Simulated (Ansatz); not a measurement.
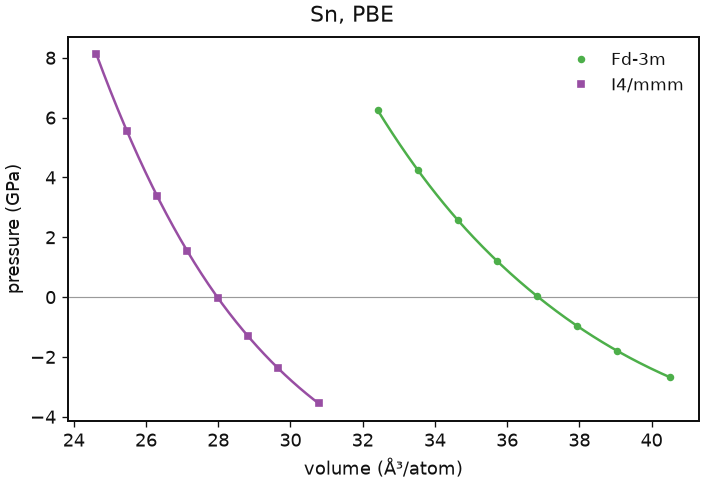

The plot gives the computed pressure against volume, with one curve for each structure, for Sn.

Calculation (Ansatz 0.2.0): third-order Birch-Murnaghan fit to density functional energies at scaled volumes of the given relaxed cell, shape and atoms relaxed at each volume; energies count from the fitted minimum; plane waves with PAW datasets, Γ-centred k mesh. Level: PBE, no spin polarisation.

- wave cutoff: 420 eV
- occupations: Gaussian
- smearing width: 0.1 eV

Settings that differ: Fd-3m: k mesh 12×12×12; I4/mmm: k mesh 18×18×18.

Question: Order the curves by fitted equilibrium volume, smallest first.

Answer: I4/mmm 27.97, Fd-3m 36.85 Å³/atom.

Question: Order the curves by fitted bulk modulus, smallest first.

Answer: Fd-3m 35.6, I4/mmm 47.1 GPa.

Caveats: bands touch, and spin-orbit coupling could open a gap (Fd-3m); state may not be the lowest (I4/mmm).

The computed values:

Fd-3m:
```json
{"volume (Å³/atom)": "32.417", "pressure (GPa)": "6.24"}
{"volume (Å³/atom)": "33.522", "pressure (GPa)": "4.25"}
{"volume (Å³/atom)": "34.627", "pressure (GPa)": "2.58"}
{"volume (Å³/atom)": "35.732", "pressure (GPa)": "1.19"}
{"volume (Å³/atom)": "36.837", "pressure (GPa)": "0.02"}
{"volume (Å³/atom)": "37.942", "pressure (GPa)": "-0.97"}
{"volume (Å³/atom)": "39.047", "pressure (GPa)": "-1.80"}
{"volume (Å³/atom)": "40.521", "pressure (GPa)": "-2.69"}
```

I4/mmm:
```json
{"volume (Å³/atom)": "24.626", "pressure (GPa)": "8.11"}
{"volume (Å³/atom)": "25.466", "pressure (GPa)": "5.56"}
{"volume (Å³/atom)": "26.305", "pressure (GPa)": "3.38"}
{"volume (Å³/atom)": "27.145", "pressure (GPa)": "1.53"}
{"volume (Å³/atom)": "27.984", "pressure (GPa)": "-0.02"}
{"volume (Å³/atom)": "28.824", "pressure (GPa)": "-1.31"}
{"volume (Å³/atom)": "29.663", "pressure (GPa)": "-2.39"}
{"volume (Å³/atom)": "30.783", "pressure (GPa)": "-3.56"}
```
